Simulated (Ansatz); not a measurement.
MgO: single-point calculation

MgO (2 atoms in the cell), computed with DFT, r2SCAN, PAW with Ansatz's default frozen-core files, scalar-relativistic, no spin polarisation (Ansatz 0.2.0).

Its volume is 0.72 times that of the source entry. It belongs to a series of runs on one base structure; here: volume scaled by 0.72, PAW files. Figures and captions count atoms from 1; the log counts them from 0 in places.

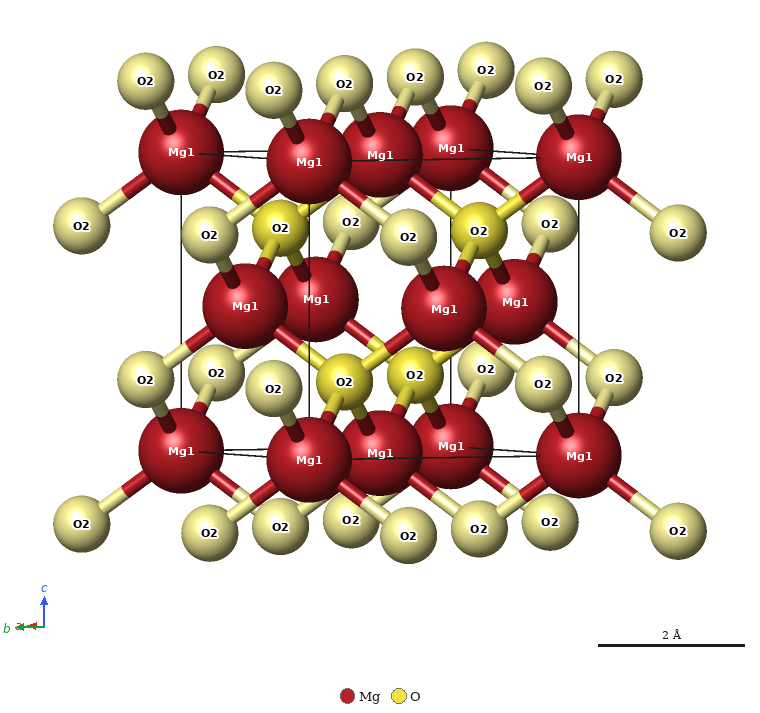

Figure 1. The input geometry (ball-and-stick view of the cell 4 times as large as that of the calculation, set on its symmetry axes, seen at an oblique angle; neighbours outside the cell are drawn fainter; atoms are numbered from 1 in the order of the input). An atom can appear more than once, as a periodic image.

**Input file**
```yaml
crystal:
  lattice:
    - [0.0, 2.0455540873, 2.0455540873]
    - [2.0455540873, 0.0, 2.0455540873]
    - [2.0455540873, 2.0455540873, 0.0]
  atoms:
    - { symbol: Mg, position: [0.0, 0.0, 0.0] }
    - { symbol: O, position: [0.25, 0.25, 0.25] }
kpoints:
  mp_grid: { grid: [16, 16, 16] }
scf:
  occupations: { method: fermi_dirac, width: 0.1 }
hamiltonian:
  xc: r2scan
  pseudopotentials: { kind: paw }
output:
  forces: true
  stress: true
  eigenvalues: true
  populations: true
  write_density: true
  write_potential: true
  elf: true
  volumetric_format: npy
```

Command:
```bash
ansatz run input.yaml --threads 1 --pin off --max-ram 2048MiB --backend cpu --events-out ev --progress --plain --runs-dir out
```

**Output**
```
Engine: ansatz 0.2.0, aarch64-unknown-linux-gnu
Pseudopotentials: kind: paw
Pseudopotential: Mg, paw, valence charge 10, recommended cutoff 500 eV (meta_gga), Mg.paw.azcp
Pseudopotential: O, paw, valence charge 6, recommended cutoff 500 eV (meta_gga), O.paw.azcp
Functional definition: r2SCAN
  parameter k0 = 0.174
  parameter k1 = 0.065
  parameter a1 = 4.9479
  exchange = r2scan_x(k0 = k0, k1 = k1, a1 = a1)
  correlation = r2scan_c
Crystal: 2 atoms, lattice volume = 17.118 Å³
Basis set: ecut = 500 eV, 411 PW (Γ), exchange–correlation on 96×96×96 points (64 copies of the dense FFT grid, shifted against one another)
Bands: 12, of which v1, the nominal top of the filled ones, is band 8 counted from 1 (7 counted from 0)
Symmetry: 24 space group operations
Space group: F-43m (ITA 216), of the structure as read, at distance tolerance 2.6e-5 Å
k-points: 145 of 4096 (time reversal used)
Non-local potential: Mg, projectors of the file, l = 0: 3, l = 1: 2, l = 2: 1
Non-local potential: O, projectors of the file, l = 0: 2, l = 1: 2, l = 2: 1
PAW form: soft (Blöchl's): semilocal exchange-correlation on the pseudo side does not see the compensation charge
PAW frozen core: Mg, regenerated for the run's functional (the file was generated under x = pbe(κ = 0.804, μ = 0.2195149727645171), c = pbe(β = 0.06672455060314922))
PAW frozen core: O, regenerated for the run's functional (the file was generated under x = pbe(κ = 0.804, μ = 0.2195149727645171), c = pbe(β = 0.06672455060314922))
PAW one-centre angular grid: Mg, 302 points (default); XC on 224 Gauss nodes
PAW one-centre angular grid: O, 302 points (default); XC on 160 Gauss nodes
Initial density: superposition of atomic densities (neutral atoms: chi_scale 0, normalization atom), corrected by the library's trained network
Initial wavefunctions: pseudopotential atomic-orbital guess
Functional: x = r2scan, c = r2scan; τ floored in thin density (d = 2e-4 eV/Å³)
SCF iter   1: F=—  HF=-2496.704287 eV  |F-HF|=—  |Δ(HF+E_count)|=         —  Δρ=1.00e-2  dr2=6.61e-3  dr2_τ=1.37e-1  ethr=1.77e-3  ⟨swp⟩=5.1  Hψ=10561  notcnv=0
preconditioner: auto → none  [insulator: Δε(μ)=6.590 eV  Ē_g=21.406 eV  σ=0.100 eV  W_gap=1.00  n_scr=8 (ndim 8)  ℏωp=25.4 eV  f_vac=0.000  D(μ)=0.00/eV (n_scr^D=0)  ε∞_Penn≈2.4]
SCF iter   2: F=—  HF=-2496.778019 eV  |F-HF|=—  |Δ(HF+E_count)|=   7.37e-2  Δρ=4.33e-3  dr2=1.66e-3  dr2_τ=1.39e-4  ethr=4.13e-5  ⟨swp⟩=2.0  Hψ=4640  notcnv=0
SCF iter   3: F=—  HF=-2496.778019 eV  |F-HF|=—  |Δ(HF+E_count)|=   1.59e-7  Δρ=1.97e-3  dr2=2.81e-4  dr2_τ=5.10e-5  ethr=1.04e-5  ⟨swp⟩=2.5  Hψ=2632  notcnv=0
SCF iter   4: F=—  HF=-2496.777947 eV  |F-HF|=—  |Δ(HF+E_count)|=   7.13e-5  Δρ=4.47e-4  dr2=2.68e-5  dr2_τ=6.03e-6  ethr=1.75e-6  ⟨swp⟩=2.0  Hψ=2319  notcnv=0
SCF iter   5: F=—  HF=-2496.777947 eV  |F-HF|=—  |Δ(HF+E_count)|=   6.17e-7  Δρ=1.19e-4  dr2=1.51e-6  dr2_τ=9.18e-8  ethr=1.67e-7  ⟨swp⟩=2.5  Hψ=2259  notcnv=0
SCF iter   6: F=-2496.777947 eV  HF=-2496.777947 eV  |F-HF|=1.21e-8  |Δ(HF+E_count)|=   7.21e-7  Δρ=1.78e-5  dr2=3.73e-8  dr2_τ=2.78e-9  ethr=6.25e-10  ⟨swp⟩=6.2  Hψ=10585  notcnv=0
SCF 1 converged in 6 iterations: F = -2496.777947 eV  dr2 = 3.73e-8
  greatest PAW one-centre occupation: 1.000 electrons in one spin orbital (limit 2), on the Mg atom at site 0 (counted from 0), in its partial waves of l = 0
```

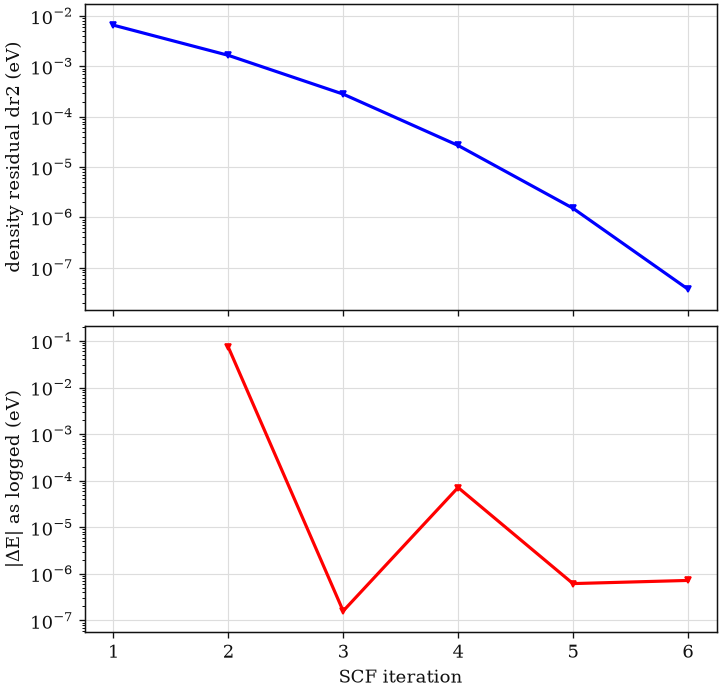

Figure 2. Convergence of the self-consistent field: density residual dr2 and size of the energy change against the SCF iteration. The residual falls at every step.

```
SCF converged after 6 iterations
Free energy (F): -2496.777947 eV
Harris-Foulkes:  -2496.777947 eV  (|F-HF|=1.21e-8)
Internal energy: -2496.777947 eV  (E = F + TS)
E sigma→0 (E₀):  -2496.777947 eV
Fermi energy:    11.342190 eV
--- Per-component energies (eV) ---
  E_band       = -290.291103
  E_kinetic    = 265.084779
  E_local      = -1676.279420  (includes V_loc(G=0)·N_el)
  E_nonlocal   = 143.954815
  E_hartree    = 597.223909
  E_xc         = -105.570094
  E_vxc        = -152.243825  (∫ρ·V_xc dr)
  E_paw        = -454.426240  (= ΣΔE_a)
  E_vpaw       = -74.944993  (= ΣTr[D̂ρ^β])
  E_aug_tail   = 0.001083  (compensation charges beyond the density's cutoff)
  E_vtau       = 9.690894  (kinetic-family band-sum trace: ∫τ·v_τ [+ j·A + Jᵃ·Aᵃ] dr)
  E_ewald      = -1266.708631
  E_core_change = -0.058149  (= ΣΔE_core)
  E_smearing   = -0.000000  (= −TS)
  E_closure    = -0.000000  (closes the sum)
  Σ components = -2496.777947   (vs F -2496.777947, Δ=0.00e0)
--- Forces (eV/Å), atoms counted from 1 ---
  atom   1  Mg     0.00000000    -0.00000000     0.00000000
  atom   2  O     -0.00000000     0.00000000     0.00000000
  max |Σ_I F_I| component: 3.28e-16 eV/Å
--- Stress (GPa, compression-positive) ---
       79.644076       0.000000      -0.000000
        0.000000      79.644076       0.000000
       -0.000000       0.000000      79.644076
  P = ⅓ Tr σ = 79.6441 GPa (796.441 kbar)
--- Band table (eV; the first three rows and the last of 145) ---
  k-point 0: bands = ["-64.9260", "-30.0051", "-30.0051", "-30.0051", "-10.2207", "7.7387", "7.7387", "7.7387", "14.3696", "29.6492", "29.6492", "29.6492"]
  k-point 1: bands = ["-64.9254", "-30.0121", "-30.0060", "-30.0060", "-10.1750", "7.5168", "7.7326", "7.7326", "14.6152", "29.1463", "29.5874", "29.5874"]
  k-point 2: bands = ["-64.9236", "-30.0320", "-30.0085", "-30.0085", "-10.0421", "6.9497", "7.7152", "7.7152", "15.2507", "27.9682", "29.1431", "29.1431"]
  k-point 144: bands = ["-64.9042", "-30.1538", "-30.0943", "-30.0645", "-8.4778", "5.2507", "5.8591", "6.5001", "17.3499", "22.5498", "26.4472", "28.2157"]
--- Löwdin populations: 2 sites ---
  site symbol       q [e]
     0     Mg      8.4103
     1      O      7.4767
  spilling = 0.007059 (of n_electrons = 16.000000)
```

**File populations.tsv**
```
# site	symbol	l	j	q
# orbitals = lowdin
# n_electrons = 16.000000
# spilling = 0.007059
0	Mg	0_2S	-	1.992038
0	Mg	0_3S	-	0.419003
0	Mg	1_2P	-	5.999287
1	O	0_2S	-	1.823283
1	O	1_2P	-	5.653444
```

**File rho_z.tsv**
```
# z_ang	rho[e/angstrom^3]
# format = ansatz-planar-average/11
# lattice	0.000000000	2.045554087	2.045554087
# lattice	2.045554087	0.000000000	2.045554087
# lattice	2.045554087	2.045554087	0.000000000
# sites	2
# site	12	0.000000000	0.000000000	0.000000000
# site	8	1.022777044	1.022777044	1.022777044
0.000000	2.114565e0
0.120535	2.107571e0
0.241071	1.924178e0
0.361606	1.664763e0
0.482142	1.425450e0
0.602677	1.254145e0
0.723213	1.141830e0
0.843748	1.047123e0
0.964283	9.327239e-1
1.084819	7.886985e-1
1.205354	6.307824e-1
1.325890	4.834412e-1
1.446425	3.639115e-1
1.566961	2.754805e-1
1.687496	2.125395e-1
1.808031	1.701440e-1
1.928567	1.472686e-1
2.049102	1.498927e-1
2.169638	2.015573e-1
2.290173	3.457166e-1
2.410709	6.229984e-1
2.531244	1.031361e0
2.651779	1.498204e0
2.772315	1.897672e0
```

**File v_z.tsv**
```
# z_ang	v_es[eV]	v_tot[eV]
# format = ansatz-planar-average/11
# xc	r2scan
# density_cutoff_ev	2000
# datasets	Mg=:simpson_from_first_knot:soft:shift=0	O=:simpson_from_first_knot:soft:shift=0
# lattice	0.000000000	2.045554087	2.045554087
# lattice	2.045554087	0.000000000	2.045554087
# lattice	2.045554087	2.045554087	0.000000000
# sites	2
# site	12	0.000000000	0.000000000	0.000000000
# site	8	1.022777044	1.022777044	1.022777044
0.000000	-3.825237e0	-1.653413e1
0.120535	-4.736814e0	-1.818397e1
0.241071	-4.855339e0	-1.893489e1
0.361606	-4.246835e0	-1.868500e1
0.482142	-3.117387e0	-1.758141e1
0.602677	-1.637145e0	-1.587228e1
0.723213	3.130158e-2	-1.385125e1
0.843748	1.768242e0	-1.179146e1
0.964283	3.529439e0	-9.714272e0
1.084819	5.297410e0	-7.487366e0
1.205354	7.029073e0	-5.119545e0
1.325890	8.693381e0	-2.677028e0
1.446425	1.015868e1	-3.831962e-1
1.566961	1.103921e1	1.310117e0
1.687496	1.105077e1	2.239793e0
1.808031	1.054018e1	2.613205e0
1.928567	9.777953e0	2.215666e0
2.049102	8.653864e0	9.677387e-1
2.169638	7.120607e0	-7.835568e-1
2.290173	5.195846e0	-3.158448e0
2.410709	3.044682e0	-6.188652e0
2.531244	9.042566e-1	-9.317517e0
2.651779	-9.052786e-1	-1.199867e1
2.772315	-2.428815e0	-1.434858e1
```

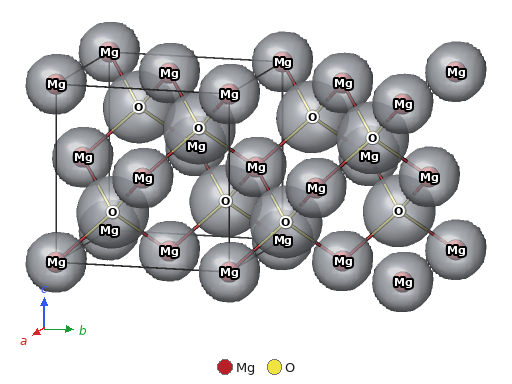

Figure 3. Isosurface of the valence charge density (pseudo) at 0.8 e/Å³ (grey), seen slightly off an axis. Sticks mark near contacts. The outline is the cell set on symmetry axes. At this value the density breaks into separate islands; it holds about 80 % of the electrons treated as valence (semicore included). It is pinched off along the Mg–O (1.77 Å) contacts. On the grid the lowest density along these lines, outside the cores, is 0.59 e/Å³ (Mg–O, 1.77 Å). In a PAW calculation such maps are meaningful between the atoms, not at the nuclei.

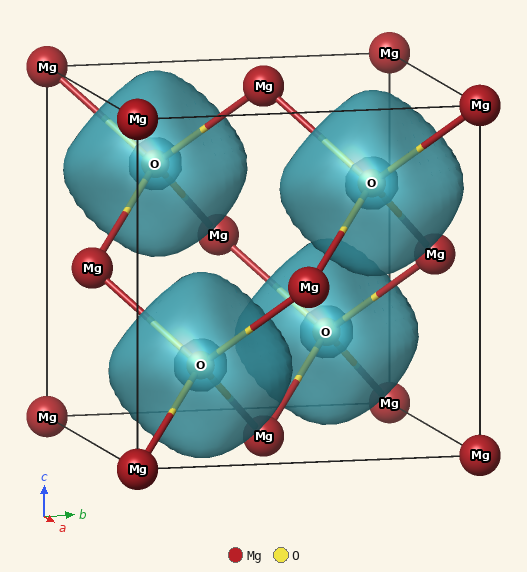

Figure 4. Isosurface of the electron localisation function at 0.6 (cyan), seen slightly off an axis. Core shells and regions of very low density are left out. Sticks mark near contacts. The outline is the cell set on symmetry axes. Values along the shortest contacts: Mg–O (1.77 Å): the ELF is about 0.35 at the midpoint.

**Key numbers**

```json
{"quantity": "outcome", "value": "converged"}
{"quantity": "space group (tolerance 0.01 Å)", "value": "F-43m (216)"}
{"quantity": "electrons treated", "value": "16"}
{"quantity": "free energy", "value": "−2496.7779 eV"}
{"quantity": "Fermi energy", "value": "11.342 eV"}
{"quantity": "gap on the k-point mesh", "value": "6.62 eV"}
{"quantity": "pressure", "value": "79.64 GPa"}
{"quantity": "largest force (length of the vector)", "value": "under 0.001 eV/Å"}
{"quantity": "hardware", "value": "1 thread of Arm Neoverse V1, 112 GiB of memory available, shared host"}
{"quantity": "wall time", "value": "11 s"}
{"quantity": "peak memory", "value": "0.37 GiB"}
```

The cell is under a pressure of 80 GPa at this level, so it is not at its equilibrium volume.
